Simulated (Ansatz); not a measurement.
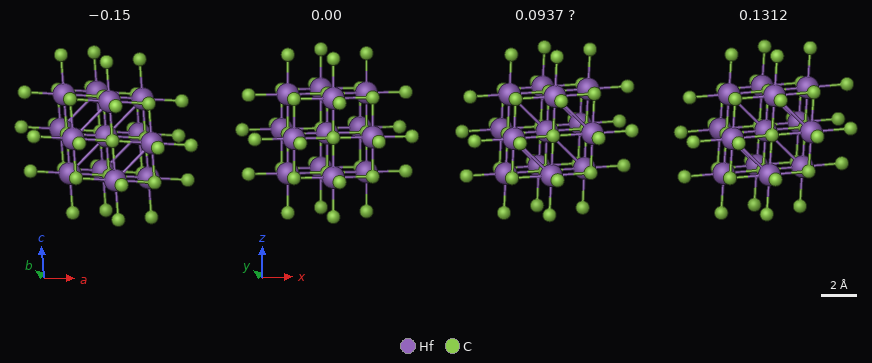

Solid HfC (Fm-3m): the cell is strained in shear in the xz plane, with the atoms kept at their fractional coordinates. x, y and z are the Cartesian axes of the input. Style: ball-and-stick. Shown: the conventional cell (4 times the calculation's cell), along the b axis, with a slight tilt. Lengths and directions refer to the drawn axes.

Method: DFT PBE, scalar-relativistic, plane waves, PAW (Ansatz 0.2.0). Settings: plane-wave cutoff 420 eV; k-point mesh 18 × 18 × 18; occupations gaussian; smearing width 0.15 eV; no spin polarisation. Energies (free energies at the smearing named) are counted from the cell as listed in its source, which wasn't relaxed.

| engineering shear strain | E − E(ref) (meV/atom) |
| --- | --- |
| −0.1500 | 149.7 |
| −0.0750 | 37.7 |
| 0.0000 | 0.0 |
| 0.0187 | 2.3 |
| 0.0375 | 9.4 |
| 0.0562 | 21.2 |
| 0.0937 | ? |
| 0.1125 | 84.6 |
| 0.1312 | 114.9 |

Estimate the missing energy from the other rows, and compare with the calculation.

Answer. A straight line between the two neighbours gives 63.4 meV/atom. A cubic through the four nearest rows (0.0375, 0.0562, 0.1125, 0.1312) gives, with Lagrange weights, (−0.2012)(9.4) + (0.5018)(21.2) + (1.0009)(84.6) + (−0.3015)(114.9) = 58.8 meV/atom. The calculation gives 58.8 meV/atom, so the cubic is right to the digits shown and the straight line 4.6 meV/atom too high, as the curve bends upwards here.

The whole profile:

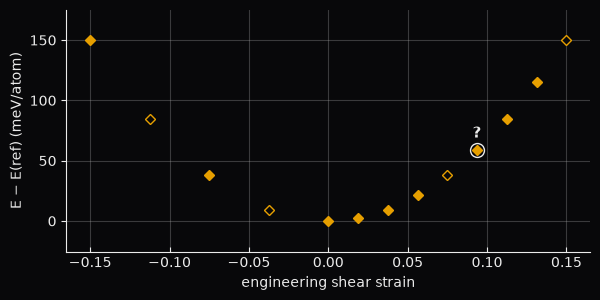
